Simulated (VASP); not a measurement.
**Geometry relaxation of TiO$_{2}$ (part 2 of 3)**

TiO$_{2}$ (I4₁/amd, 6 atoms in the cell); Kohn-Sham DFT of a periodic cell, PBE, VASP PAW PBE potentials, hard, no spin polarisation (VASP 6.6.1); cutoff 980 eV, 7×7×7 k-mesh, fermi-dirac of 0.05 eV. The structure derives from an entry of the Crystallography Open Database.

Geometry of the input (Å; fractional positions):
```
-1.8921  1.8921  4.7573
1.8921  -1.8921  4.7573
1.8921  1.8921  -4.7573
Ti 0.7500  0.2500  0.5000
Ti 0.0000  0.0000  0.0000
O  0.7919  0.7919  0.0000
O  0.5419  0.0419  0.5000
O  0.9581  0.4581  0.5000
O  0.2081  0.2081  0.0000
```

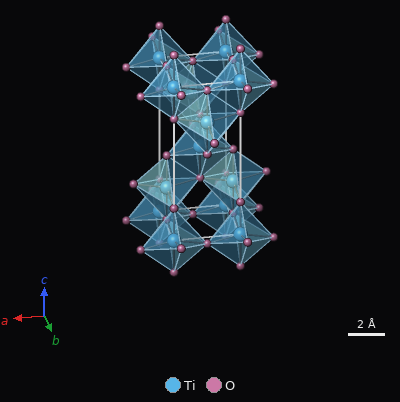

The input geometry (polyhedral view of the cell 2 times as large as that of the calculation, set on its symmetry axes, seen at an oblique angle; polyhedra are completed across the faces of the cell).

## Parts of OUTCAR, continued
```
 Following reciprocal coordinates:
            Coordinates               Weight
  0.000000  0.000000  0.000000      1.000000
  0.142857  0.000000  0.000000      8.000000
  0.285714  0.000000  0.000000      8.000000
  0.428571 -0.000000  0.000000      8.000000
  0.142857  0.142857  0.000000      8.000000
  0.285714  0.142857  0.000000     16.000000
  0.428571  0.142857  0.000000     16.000000
 -0.428571  0.142857  0.000000     16.000000
 -0.285714  0.142857  0.000000     16.000000
 -0.142857  0.142857  0.000000      4.000000
  0.285714  0.285714 -0.000000      8.000000
  0.428571  0.285714  0.000000     16.000000
 -0.428571  0.285714 -0.000000     16.000000
 -0.285714  0.285714  0.000000      4.000000
  0.428571  0.428571  0.000000      8.000000
 -0.428571  0.428571  0.000000      4.000000
  0.142857  0.142857  0.142857      8.000000
  0.285714  0.142857  0.142857     16.000000
 -0.142857  0.142857  0.142857      4.000000
  0.285714  0.285714  0.142857      8.000000
  0.428571  0.285714  0.142857      8.000000
 -0.285714  0.285714  0.142857      8.000000
 -0.142857  0.285714  0.142857      8.000000
 -0.428571  0.428571  0.142857      8.000000
 [... further k-points ...]
   k-points           NKPTS =     40   k-points in BZ     NKDIM =     40   number of bands    NBANDS=     28
   number of dos      NEDOS =    301   number of ions     NIONS =      6
   total plane-waves  NPLWV = 175616
   dimension x,y,z NGX =    56 NGY =   56 NGZ =   56
   dimension x,y,z NGXF=   112 NGYF=  112 NGZF=  112
   ions per type =               2   4
   NGX,Y,Z   is equivalent  to a cutoff of  17.06, 17.06, 17.06 a.u.
   NGXF,Y,Z  is equivalent  to a cutoff of  34.11, 34.11, 34.11 a.u.
 SYSTEM =  TiO2
   PREC   = accura    normal or accurate (medium, high low for compatibility)
   ISTART =      0    job   : 0-new  1-cont  2-samecut
   ICHARG =      2    charge: 1-file 2-atom 10-const
   ISPIN  =      1    spin polarized calculation?
   LNONCOLLINEAR =      F non collinear calculations
   LSORBIT =      F    spin-orbit coupling
   LASPH  =      T    aspherical Exc in radial PAW
   ENCUT  =  980.0 eV  72.03 Ry    8.49 a.u.  13.93 13.93 13.93*2*pi/ulx,y,z
   NELM   =     80;   NELMIN=  2; NELMDL= -5     # of ELM steps
   EDIFF  = 0.1E-05   stopping-criterion for ELM
   LREAL  =      F    real-space projection
   EDIFFG = -.2E-01   stopping-criterion for IOM
   NSW    =     40    number of steps for IOM
   IBRION =      2    ionic relax: 0-MD 1-quasi-New 2-CG
   NFREE  =      1    steps in history (QN), initial steepest desc. (CG)
   ISIF   =      3    stress and relaxation
   ISYM   =      2    0-nonsym 1-usesym 2-fastsym
   POTIM  = 0.5000    time-step for ionic-motion
   TEBEG  =    0.0;   TEEND  =   0.0 temperature during run
   PSTRESS=    0.0 pullay stress
   NELECT =      48.0000    total number of electrons
   NUPDOWN=      -1.0000    fix difference up-down
   EMIN   =  10.00;   EMAX   =-10.00  energy-range for DOS
   EFERMI =   0.00;   METHOD = LEGACY
   ISMEAR =    -1;   SIGMA  =   0.05  broadening in eV -4-tet -1-fermi 0-gaus
   EFERMI_NEDOS =   21; number of points for ismear=-14 and -15
   IALGO  =     38    algorithm
   IMIX   =      4    mixing-type and parameters
     AMIX     =   0.40;   BMIX     =  1.00
     AMIX_MAG =   1.60;   BMIX_MAG =  1.00
  volume/ion in A,a.u.               =      11.35        76.62
  Fermi-wavevector in a.u.,A,eV,Ry     =   1.456752  2.752862 28.873289  2.122127
  Thomas-Fermi vector in A             =   2.573634
   LORBIT       =      0    0 simple, 1 ext, 2 COOP (PROOUT), +10 PAW based schemes
   GGA     = PE    functional components
   LHFCALC =     F    Hartree Fock is set to
   AEXX    =    0.0000 exact exchange contribution
   IVDW    =     0    specifies the selected vdW correction
   LEPSILON=     F    determine dielectric tensor
   LRPA    =     F    only Hartree local field effects (RPA)
 conjugate gradient relaxation of ions
 non-spin polarized calculation
  energy-cutoff  :      980.00
  volume of cell :       68.13
 maximum number of plane-waves:      4793
   NGX = 27   NGY = 27   NGZ = 27

--------------------------------------- Ionic step        1  -------------------------------------------

 number of electron      48.0000003 magnetization

 Free energy of the ion-electron system (eV)
  ---------------------------------------------------
  ext. energy  EPLUGINS =         0.00000000
  ---------------------------------------------------
  free energy    TOTEN  =       -53.86620134 eV

  energy without entropy =      -53.86620134  energy(sigma->0) =      -53.86620134

------------------------ aborting loop because EDIFF is reached ----------------------------------------

  FORCE on cell =-STRESS in cart. coord.  units (eV):
  Direction    XX          YY          ZZ          XY          YZ          ZX
  --------------------------------------------------------------------------------------
  -------------------------------------------------------------------------------------
  Total        2.3374894      2.3374894      2.8808582      0.0000000     -0.0000000      0.0000000
  in kB       54.9732656     54.9732656     67.7522558      0.0000000     -0.0000000      0.0000000
  external PRESSURE =      59.2329290 kB  Pullay stress =       0.0000000 kB

 VOLUME and BASIS-vectors are now :
 -----------------------------------------------------------------------------
  energy-cutoff  :      980.00
  volume of cell :       68.13
      direct lattice vectors                 reciprocal lattice vectors
    -1.892100000  1.892100000  4.757300000     0.000000000  0.264256646  0.105101633
     1.892100000 -1.892100000  4.757300000     0.264256646  0.000000000  0.105101633
     1.892100000  1.892100000 -4.757300000     0.264256646  0.264256646  0.000000000

 POSITION                                       TOTAL-FORCE (eV/Angst)
 -----------------------------------------------------------------------------------
      0.00000      1.89210      2.37865        -0.000000     -0.000000     -0.000000
      0.00000      0.00000      0.00000        -0.000000     -0.000000      0.000000
      0.00000      0.00000      7.53461         0.000000      0.000000     -0.123347
      0.00000      1.89210      0.39866         0.000000      0.000000     -0.123347
      0.00000      1.89210      4.35864        -0.000000     -0.000000      0.123347
      0.00000      0.00000      1.97999        -0.000000     -0.000000      0.123347
 -----------------------------------------------------------------------------------
    total drift:                               -0.000000      0.000000      0.000000

  FREE ENERGIE OF THE ION-ELECTRON SYSTEM (eV)
  ---------------------------------------------------
  free  energy   TOTEN  =       -53.8662013359 eV

  energy  without entropy=      -53.8662013358  energy(sigma->0) =      -53.86620134

--------------------------------------- Ionic step        2  -------------------------------------------

 number of electron      47.9999998 magnetization

------------------------ aborting loop because EDIFF is reached ----------------------------------------

  FORCE on cell =-STRESS in cart. coord.  units (eV):
  Direction    XX          YY          ZZ          XY          YZ          ZX
  --------------------------------------------------------------------------------------
  -------------------------------------------------------------------------------------
  Total       -2.8746367     -2.8746367     -3.3526338      0.0000000     -0.0000000      0.0000000
  in kB      -63.6600127    -63.6600127    -74.2454559      0.0000000     -0.0000000      0.0000000
  external PRESSURE =     -67.1884937 kB  Pullay stress =       0.0000000 kB

 VOLUME and BASIS-vectors are now :
 -----------------------------------------------------------------------------
  energy-cutoff  :      980.00
  volume of cell :       72.35
      direct lattice vectors                 reciprocal lattice vectors
    -1.927660977  1.927660977  4.867495120     0.000000000  0.259381710  0.102722240
     1.927660977 -1.927660977  4.867495120     0.259381710  0.000000000  0.102722240
     1.927660977  1.927660977 -4.867495120     0.259381710  0.259381710  0.000000000

 POSITION                                       TOTAL-FORCE (eV/Angst)
 -----------------------------------------------------------------------------------
      0.00000      1.92766      2.43375        -0.000000     -0.000000      0.000000
      1.92766      1.92766      4.86750        -0.000000     -0.000000     -0.000000
      0.00000      0.00000      7.70305        -0.000000      0.000000      0.328506
     -0.00000      1.92766      0.40181         0.000000     -0.000000      0.328506
      0.00000      1.92766      4.46569         0.000000     -0.000000     -0.328506
      1.92766      1.92766     -2.83556        -0.000000      0.000000     -0.328506
 -----------------------------------------------------------------------------------
    total drift:                               -0.000000     -0.000000     -0.000000

  FREE ENERGIE OF THE ION-ELECTRON SYSTEM (eV)
  ---------------------------------------------------
  free  energy   TOTEN  =       -53.8442124800 eV

  energy  without entropy=      -53.8442124798  energy(sigma->0) =      -53.84421248

--------------------------------------- Ionic step        3  -------------------------------------------

 number of electron      48.0000003 magnetization

------------------------ aborting loop because EDIFF is reached ----------------------------------------

  FORCE on cell =-STRESS in cart. coord.  units (eV):
  Direction    XX          YY          ZZ          XY          YZ          ZX
  --------------------------------------------------------------------------------------
  -------------------------------------------------------------------------------------
  Total        0.0001510      0.0001510      0.0317141      0.0000000      0.0000000      0.0000000
  in kB        0.0034604      0.0034604      0.7266177      0.0000000      0.0000000      0.0000000
  external PRESSURE =       0.2445128 kB  Pullay stress =       0.0000000 kB

 VOLUME and BASIS-vectors are now :
 -----------------------------------------------------------------------------
  energy-cutoff  :      980.00
  volume of cell :       69.93
      direct lattice vectors                 reciprocal lattice vectors
    -1.907462348  1.907462348  4.804904310     0.000000000  0.262128372  0.104060345
     1.907462348 -1.907462348  4.804904310     0.262128372  0.000000000  0.104060345
     1.907462348  1.907462348 -4.804904310     0.262128372  0.262128372  0.000000000

 POSITION                                       TOTAL-FORCE (eV/Angst)
 -----------------------------------------------------------------------------------
      0.00000      1.90746      2.40245        -0.000000     -0.000000      0.000000
      0.00000      0.00000      0.00000        -0.000000     -0.000000      0.000000
      0.00000      0.00000      7.60733         0.000000      0.000000      0.089290
      0.00000      1.90746      0.39998         0.000000      0.000000      0.089290
      0.00000      1.90746      4.40493         0.000000      0.000000     -0.089290
      0.00000      0.00000      2.00247        -0.000000     -0.000000     -0.089290
 -----------------------------------------------------------------------------------
    total drift:                               -0.000000     -0.000000      0.000000

  FREE ENERGIE OF THE ION-ELECTRON SYSTEM (eV)
  ---------------------------------------------------
  free  energy   TOTEN  =       -53.8994432606 eV

  energy  without entropy=      -53.8994432605  energy(sigma->0) =      -53.89944326

[... ionic steps 4 to 7 ...]

--------------------------------------- Ionic step        8  -------------------------------------------

 number of electron      48.0000001 magnetization

------------------------ aborting loop because EDIFF is reached ----------------------------------------

  FORCE on cell =-STRESS in cart. coord.  units (eV):
  Direction    XX          YY          ZZ          XY          YZ          ZX
  --------------------------------------------------------------------------------------
  -------------------------------------------------------------------------------------
  Total       -0.1944689     -0.1944689     -0.1958844      0.0000000      0.0000000      0.0000000
  in kB       -4.4307534     -4.4307534     -4.4630037      0.0000000      0.0000000      0.0000000
  external PRESSURE =      -4.4415035 kB  Pullay stress =       0.0000000 kB

 VOLUME and BASIS-vectors are now :
 -----------------------------------------------------------------------------
  energy-cutoff  :      980.00
  volume of cell :       70.32
      direct lattice vectors                 reciprocal lattice vectors
    -1.904202739  1.904202739  4.848382596     0.000000000  0.262577083  0.103127175
     1.904202739 -1.904202739  4.848382596     0.262577083  0.000000000  0.103127175
     1.904202739  1.904202739 -4.848382596     0.262577083  0.262577083  0.000000000

 POSITION                                       TOTAL-FORCE (eV/Angst)
 -----------------------------------------------------------------------------------
     -0.00000      1.90420      2.42419        -0.000000     -0.000000      0.000000
      0.00000      0.00000      0.00000        -0.000000     -0.000000      0.000000
      0.00000      0.00000      7.69146        -0.000000      0.000000      0.021924
     -0.00000      1.90420      0.41888         0.000000     -0.000000      0.021924
      0.00000      1.90420      4.42950         0.000000     -0.000000     -0.021924
      0.00000      0.00000      2.00531        -0.000000      0.000000     -0.021924
 -----------------------------------------------------------------------------------
    total drift:                               -0.000000      0.000000      0.000000

  FREE ENERGIE OF THE ION-ELECTRON SYSTEM (eV)
  ---------------------------------------------------
  free  energy   TOTEN  =       -53.9024493458 eV

  energy  without entropy=      -53.9024493457  energy(sigma->0) =      -53.90244935

--------------------------------------- Ionic step        9  -------------------------------------------

 number of electron      48.0000000 magnetization

------------------------ aborting loop because EDIFF is reached ----------------------------------------

  FORCE on cell =-STRESS in cart. coord.  units (eV):
  Direction    XX          YY          ZZ          XY          YZ          ZX
  --------------------------------------------------------------------------------------
  -------------------------------------------------------------------------------------
  Total        0.1421830      0.1421830      0.0804532      0.0000000      0.0000000      0.0000000
  in kB        3.2486330      3.2486330      1.8382138      0.0000000      0.0000000      0.0000000
  external PRESSURE =       2.7784933 kB  Pullay stress =       0.0000000 kB

 VOLUME and BASIS-vectors are now :
 -----------------------------------------------------------------------------
  energy-cutoff  :      980.00
  volume of cell :       70.12
      direct lattice vectors                 reciprocal lattice vectors
    -1.900456944  1.900456944  4.853797837     0.000000000  0.263094621  0.103012119
     1.900456944 -1.900456944  4.853797837     0.263094621  0.000000000  0.103012119
     1.900456944  1.900456944 -4.853797837     0.263094621  0.263094621  0.000000000
```
